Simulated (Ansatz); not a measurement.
Input file:

```
crystal:
  lattice:
    - [5.605, 0.0, 0.0]
    - [0.0, 5.605, 0.0]
    - [0.0, 0.0, 5.605]
  atoms:
    - { symbol: Cs, position: [0.0, 0.0, 0.0] }
    - { symbol: Pb, position: [0.5, 0.5, 0.5] }
    - { symbol: Cl, position: [0.5, 0.5, 0.0] }
    - { symbol: Cl, position: [0.0, 0.5, 0.5] }
    - { symbol: Cl, position: [0.5, 0.0, 0.5] }
scf:
  occupations: { method: fixed }
output:
  forces: false
  stress: false
  eigenvalues: true
  eigenstates: { kpoints: [[0, 0, 0], [0.5, 0.5, 0.5]], e_range: [-3, 6] }
  write_density: true
  write_potential: true
  elf: true
  volumetric_format: npy
kpoints:
  mp_grid: { grid: [4, 4, 4] }
hamiltonian:
  xc: pbe0
magnetization:
  noncollinear: true
  spin_orbit: true
```

Run with:

```sh
ansatz run input.yaml --threads 8 --pin off --max-ram 22528MiB --backend cpu --events-out ev --progress --plain --runs-dir out
```

Below, planes, directions and counts refer to the conventional cell (a = 5.61 Å, b = 5.61 Å, c = 5.61 Å, α = 90.00°, β = 90.00°, γ = 90.00°).

Space group Pm-3m.

These are results of DFT PBE0, spin-orbit coupling, plane waves, PAW in Ansatz 0.2.0, not measurements.

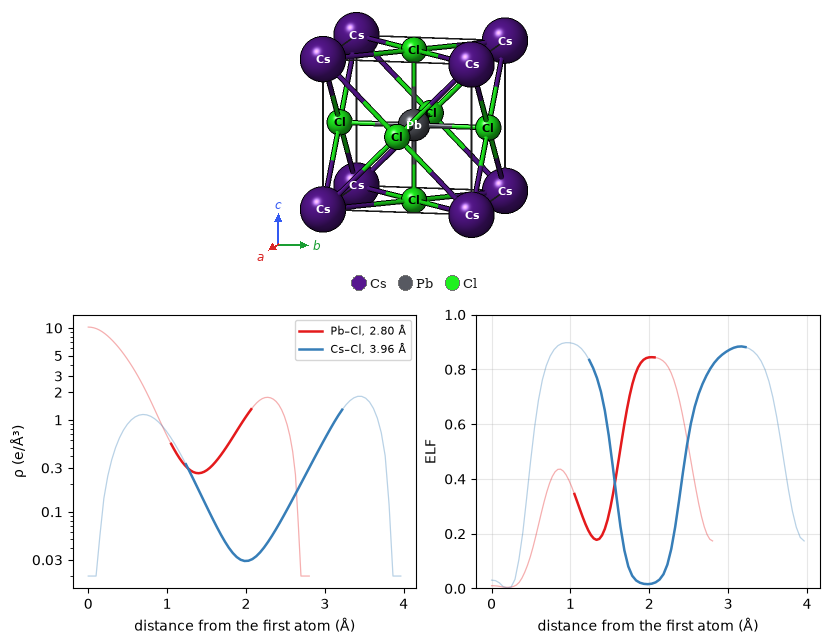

CsPbCl3. Valence pseudo-density and electron localisation function along straight lines between neighbouring atoms. Thin, pale parts lie inside the atomic spheres. The structure is drawn too.

The density is the valence pseudo-density of a PAW calculation; it isn't the true density close to the nuclei.

Question: What can be read from the curves?

Answer: Pb–Cl (2.80 Å): ρ at the midpoint is about 0.26 e/Å³; the ELF peaks at about 0.85 in the valence shell of Cl, 0.8 Å from its nucleus, and drops to about 0.20 between the two atoms.
Cs–Cl (3.96 Å): the density is about 0.03 e/Å³ at the midpoint; the ELF is about 0 at the midpoint: a closed-shell, largely ionic contact.
